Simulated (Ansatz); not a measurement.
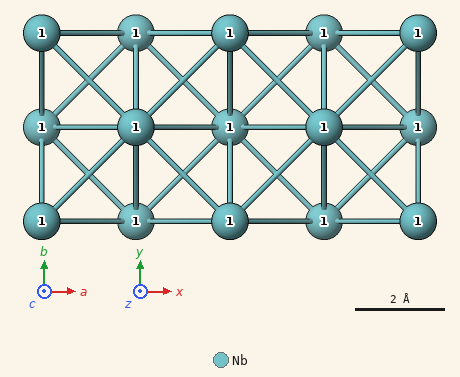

Crystalline Nb (Fm-3m): the cell is strained equally along x and y and separately along z, with the atoms kept at their fractional coordinates. x, y and z are the Cartesian axes of the input. The picture shows the reference cell. The picture is a ball-and-stick view of the conventional cell (4 times the calculation's cell), repeated 2 × 1 × 2 with one cell outlined, seen along the c axis. Lengths and directions refer to the drawn axes.

These are results of DFT r2SCAN, scalar-relativistic, plane waves, PAW (Ansatz), not measurements. (plane-wave cutoff 500 eV; k-point mesh 20 × 20 × 20; occupations gaussian; smearing width 0.15 eV; no spin polarisation). Energies (free energies at the smearing named) are counted from the cell as listed in its source, which wasn't relaxed.

```
CELL_PARAMETERS angstrom
0.00000 2.11500 2.11500
2.11500 0.00000 2.11500
2.11500 2.11500 0.00000
ATOMIC_POSITIONS crystal
Nb 0.00000 0.00000 0.00000
```

What energies does the calculation give on a grid with rows −0.050, −0.025, 0.000, 0.025, 0.050 and columns −0.050, −0.025, 0.000, 0.025, 0.050 (strain along x and y; strain along z)?

Answer. Rows: strain along x and y; columns: strain along z; values in meV/atom.

```
        −0.050  −0.025  0.000  0.025  0.050
−0.050   209.1   127.6   49.7  −17.7  −72.1
−0.025    71.2    39.5    5.4  −25.4  −48.5
 0.000   −17.3    −7.4    0.0    5.8   13.9
 0.025   −55.7   −12.9   29.0   68.4  106.9
 0.050   −47.0    21.8   91.5  159.5  225.3
```

In pairs of (strain along x and y; strain along z): the lowest computed point lies at (−0.050, 0.050) (−72.1 meV/atom), the highest at (0.050, 0.050) (225.3 meV/atom). It lies on the edge of the grid, so the true minimum may be outside the range scanned. The pressure runs from −20.0 GPa at (0.050, 0.050) to 30.4 GPa at (−0.050, −0.050).

As a map, interpolated between the computed points (dots):

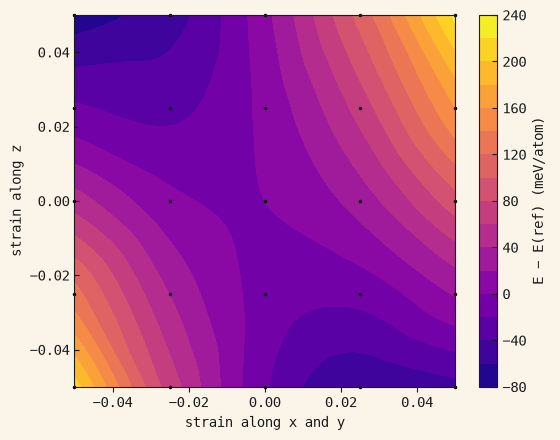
